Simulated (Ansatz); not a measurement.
**Co₁₂H (slab): density, localisation and related maps**

Input

```
crystal:
  lattice:
    - [4.9377586768, 0.0, 0.0]
    - [-2.4688793384, 4.2762244519, 0.0]
    - [0.0, 0.0, 22.9922077089]
  atoms:
    - { symbol: Co, position: [0.1666666667, 0.3333333333, 0.3696904668], spin: 1.98 }
    - { symbol: Co, position: [0.1666666667, 0.8333333333, 0.3696904668], spin: 1.98 }
    - { symbol: Co, position: [0.6666666667, 0.3333333333, 0.3696904668], spin: 1.98 }
    - { symbol: Co, position: [0.6666666667, 0.8333333333, 0.3696904668], spin: 1.98 }
    - { symbol: Co, position: [0.3333333333, 0.1666666667, 0.4560384413], spin: 1.95 }
    - { symbol: Co, position: [0.3333333333, 0.6666666667, 0.4560384413], spin: 1.95 }
    - { symbol: Co, position: [0.8333333333, 0.1666666667, 0.4560384413], spin: 1.95 }
    - { symbol: Co, position: [0.8333333333, 0.6666666667, 0.4560384413], spin: 1.95 }
    - { symbol: Co, position: [0.1666666667, 0.3333333333, 0.5423848902], spin: 1.98 }
    - { symbol: Co, position: [0.1666666667, 0.8333333333, 0.5423848902], spin: 1.98 }
    - { symbol: Co, position: [0.6666666667, 0.3333333333, 0.5423848902], spin: 1.98 }
    - { symbol: Co, position: [0.6666666667, 0.8333333333, 0.5423848902], spin: 1.98 }
    - { symbol: H, position: [0.6666666667, 0.8333333333, 0.6111038241], spin: 1.0 }
basis:
  ecutwfc: 420
kpoints:
  mp_grid: { grid: [6, 6, 1] }
hamiltonian:
  xc: pbe
  dispersion: d3bj
scf:
  occupations: { method: gaussian, width: 0.1 }
output:
  forces: true
  eigenvalues: true
  populations: true
  write_density: true
  write_potential: true
  elf: true
  volumetric_format: npy
magnetization:
  spin_polarized: true
relax:
  adjacent_minimum: "off"
  f_tol: 0.03
  max_steps: 70
  constraints: [{ sites: [0, 1, 2, 3] }]
efield:
  axis: 3
  dipole_correction: true
```

Run with:

```sh
ansatz run input.yaml --threads 4 --pin off --max-ram 10240MiB --backend cpu --events-out ev --progress --plain --runs-dir out
```

The fields are those of the run's last geometry, not of the input's.

Spin-polarised.

Method: DFT PBE+D3(BJ), scalar-relativistic, plane waves, PAW (Ansatz).

The density is the valence pseudo-density of a PAW calculation; it isn't the true density close to the nuclei.

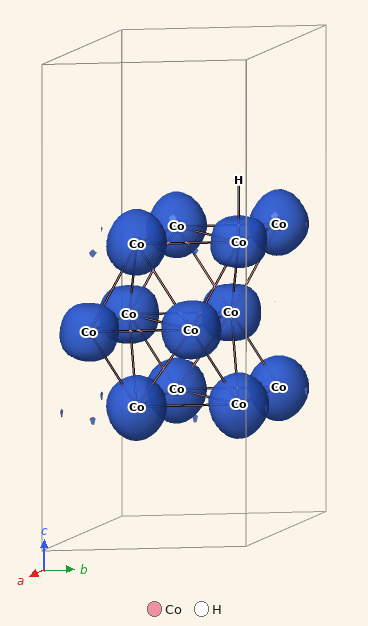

Figure 1. Isosurface of the spin density (up minus down) at +0.2 e/Å³ (blue), seen slightly off an axis. Sticks mark near contacts.

> Where is the spin, and how is it ordered?

The spin density sits on Co: +1.8 μB (×11) and +1.1 μB in one cell of 13 atoms: parallel main moments (a ferromagnetic arrangement) in this solution. The cell of the calculation (13 atoms) carries 20.2 μB of net spin moment.

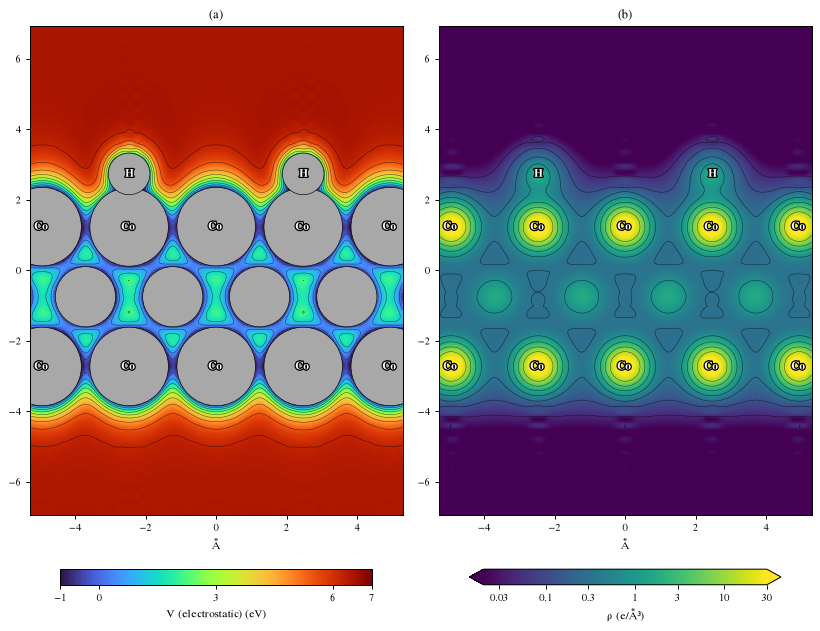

Figure 2. (a) electrostatic potential (local pseudopotential plus Hartree) felt by an electron; (b) valence electron density on the (11̄0) plane of the calculation cell, a cut from vacuum to vacuum. Grey discs cover the atomic cores in the potential map.

> Describe what can be read from this map.

Atoms in the plane: Co and H.
Atoms just off the plane (Co, 0.7 Å away) can leave unmarked features too.
Co–H (1.50 Å): the density is about 1.5 e/Å³ at the midpoint.
The density dies away to nearly zero in the vacuum.
Outside the cores the potential energy rises away from the atoms and is highest in the vacuum; its zero is arbitrary.

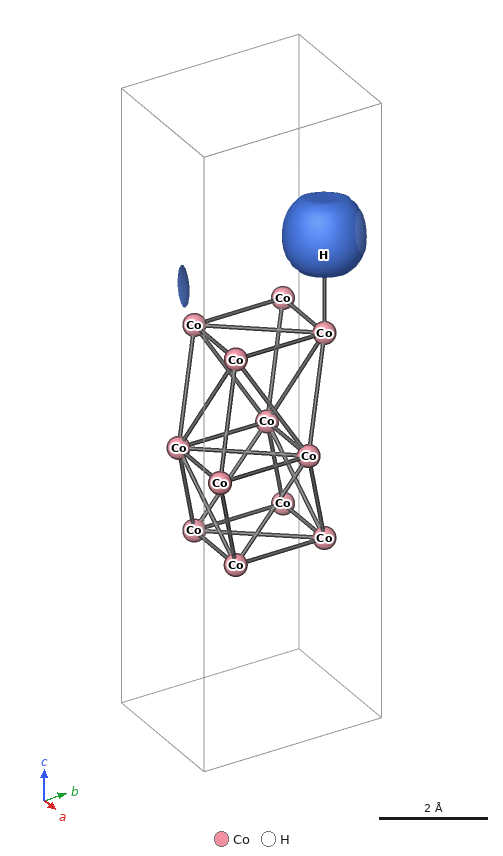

Figure 3. Isosurface of the electron localisation function at 0.85 (blue), seen slightly off an axis. Core shells and regions of very low density are left out. Sticks mark near contacts.

> Where are the electrons localised?

The surface consists of one region around a hydrogen nucleus, counted in one cell of 13 atoms. Counts are for one cell; the picture repeats the cell along the surface.


Co–H (1.50 Å): the ELF climbs to about 1 towards the hydrogen. Co–Co (2.44 Å): the ELF is about 0.25 at the midpoint (no shared electron pair shows on this line).

> Does the calculation give a band gap?

It is gapless in this calculation (a metal or semimetal).
